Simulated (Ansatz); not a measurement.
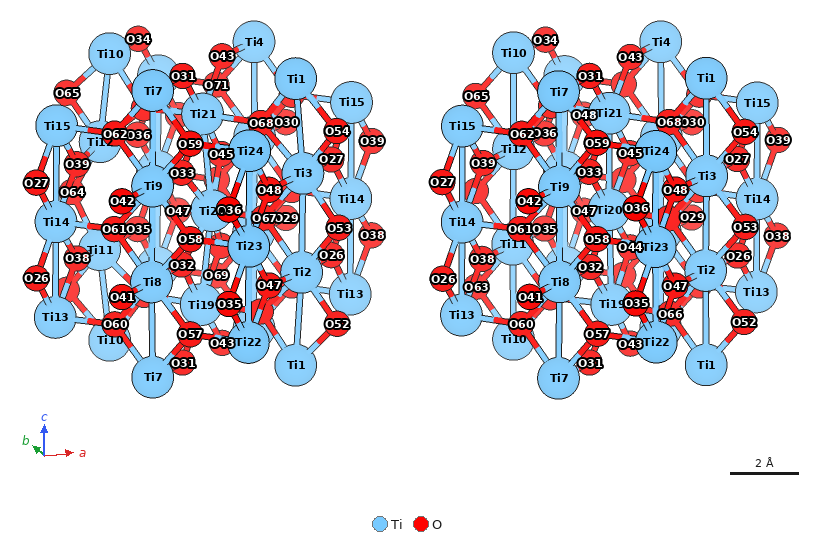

Two geometries of a defect cell of composition Ti$_{24}$O$_{47}$ (cell charge −1), drawn at one scale. One is the start of a relaxation, the other its converged end. Style: ball-and-stick. Shown: the atoms within 5.8 Å of the atom that moves most (axes of the cell of the calculation (origin shifted)), slightly off an axis.

The calculation used Ansatz 0.2.0, DFT, PBEsol, PAW, plane waves. (plane-wave cutoff 420 eV; k-point mesh 1 × 1 × 1; mesh shifted by (0.25, 0.25, 0.25); collinear spin; atoms relaxed in a fixed cell; force threshold 0.03 eV/Å; at most 80 steps)

Which of the two is the end point?

The left one is the relaxed one. After 9 geometry steps the energy has fallen by 1.697 eV per cell of the calculation. The largest force component goes from 1.6 to 0.024 eV/Å. A Ti atom moves most: 0.33 Å along [1 −1 0]. By element the largest moves are Ti 0.33 Å, O 0.14 Å. The cell stays as it was. Among the contacts that change: Ti–Ti 2.933 → 3.314 Å, O–Ti 2.003 → 1.767 Å, Ti–Ti 2.962 → 2.771 Å, O–Ti 1.951 → 1.770 Å. Bond angles that change, for instance: O–Ti–O 179.4° → 158.8°, O–Ti–O 178.3° → 158.8°, O–Ti–O 179.4° → 161.1°.

Limits of the set-up: the cell is charged, on a uniform background, and energies carry no finite-size correction.
